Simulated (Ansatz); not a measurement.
System: Si$_{2}$N.

Input file:

```
crystal:
  lattice:
    - [6.3819480098, 0.0, 0.0]
    - [0.0, 6.3819480098, 0.0]
    - [0.0, 0.0, 2.5578693286]
  atoms:
    - { symbol: Si, position: [0.3504497177, 0.3504497177, 0.0] }
    - { symbol: Si, position: [0.6495502823, 0.6495502823, 0.0] }
    - { symbol: Si, position: [0.8504497177, 0.1495502823, 0.5] }
    - { symbol: Si, position: [0.1495502823, 0.8504497177, 0.5] }
    - { symbol: "N", position: [0.0, 0.0, 0.0] }
    - { symbol: "N", position: [0.5, 0.5, 0.5] }
basis:
  ecutwfc: 420
kpoints:
  mp_grid: { grid: [6, 6, 14] }
hamiltonian:
  xc: pbesol
scf:
  occupations: { method: gaussian, width: 0.1 }
output:
  forces: true
  stress: true
  eigenvalues: true
  write_density: true
  write_potential: true
  elf: true
  volumetric_format: npy
relax:
  adjacent_minimum: "off"
  f_tol: 0.01
  max_steps: 60
  cell: { stress_tol: 0.1 }
```

Run with:

```sh
ansatz run input.yaml --threads 1 --pin off --max-ram 2560MiB --backend cpu --events-out ev --progress --plain --runs-dir out
```

Below, planes, directions and counts refer to the conventional cell (a = 6.40 Å, b = 6.40 Å, c = 2.54 Å, α = 90.00°, β = 90.00°, γ = 90.00°).

The fields are those of the run's last geometry, not of the input's.

Space group P4₂/mnm.

Method: DFT PBEsol, scalar-relativistic, plane waves, PAW in Ansatz.

Question: Predict the valence pseudo-density and electron localisation function between the atoms.

Answer: Si–N (1.86 Å): ρ is about 0.82 e/Å³ halfway; the ELF peaks at about 0.85 between the atoms.
Si–Si (2.54 Å): the density is about 0.34 e/Å³ at the midpoint; the ELF is about 0.35 at the midpoint.

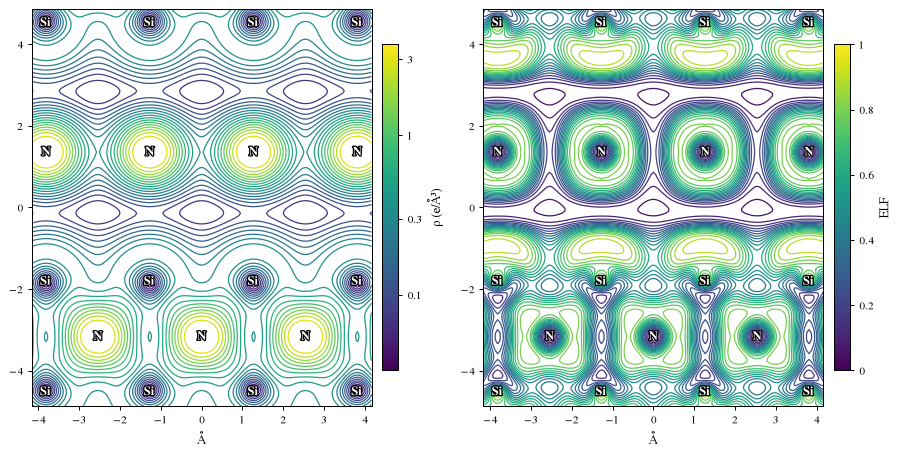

Computed valence pseudo-density and electron localisation function on the (110) plane of the conventional cell, in this order. 

The density is the valence pseudo-density of a PAW calculation; it isn't the true density close to the nuclei.
